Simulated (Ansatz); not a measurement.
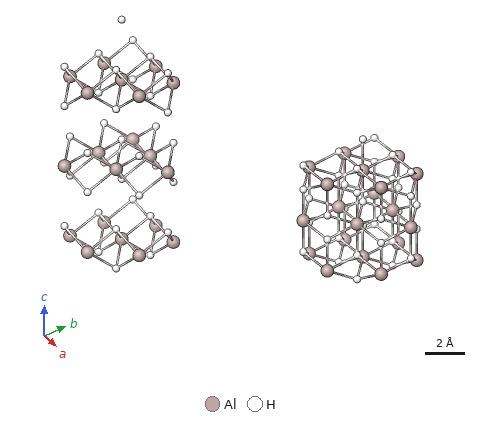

Two geometries of solid AlH2 (set up in P6_3/mmc) (coarse preliminary run), drawn at one scale. One is the start of a relaxation, the other its converged end. Style: ball-and-stick. Shown: the atoms within 4.2 Å of the atom that moves most (axes of the cell of the calculation), slightly off an axis.

The calculation used DFT PBE, scalar-relativistic, plane waves, PAW in Ansatz 0.2.0. Settings: plane-wave cutoff 420 eV; k-point mesh 6 × 6 × 4; occupations gaussian; smearing width 0.1 eV; no spin polarisation; cell and atoms relaxed; force threshold 0.0325 eV/Å; at most 70 steps.

> Which geometry has the lower energy?

The left one is the relaxed one. Case: 4 H put on empty site 2 of 1 host cells, relaxed. The largest moves relative to the cell, 0.14 Å, are those of H atoms. Al stays in place. The volume changes by +70.0 %, with a = b 2.840 → 2.729 Å (−3.9 %), c 4.754 → 8.757 Å (+84.2 %). Near-neighbour distances that change, for instance: Al–H 1.717 → 3.300 Å, Al–H 1.768 → 1.910 Å. Bonds break: Al–H (1.72 → 3.30 Å). Among the angles between lasting bonds that change: Al–H–Al 106.9° → 91.2°, H–Al–H 106.9° → 91.2°, H–Al–H 124.7° → 131.3°. The space group stays P6_3/mmc (No. 194). After 24 accepted moves (27 points after the start) the energy has fallen by 581 meV per atom. Largest force component: 1.4 eV/Å at the start, under 0.0001 eV/Å at the end. The pressure goes from 51.19 to −0.01 GPa. At 3 points the geometry stayed and the basis and grid were re-selected for the new cell (energy shift of 58.5 meV per atom at most each time).
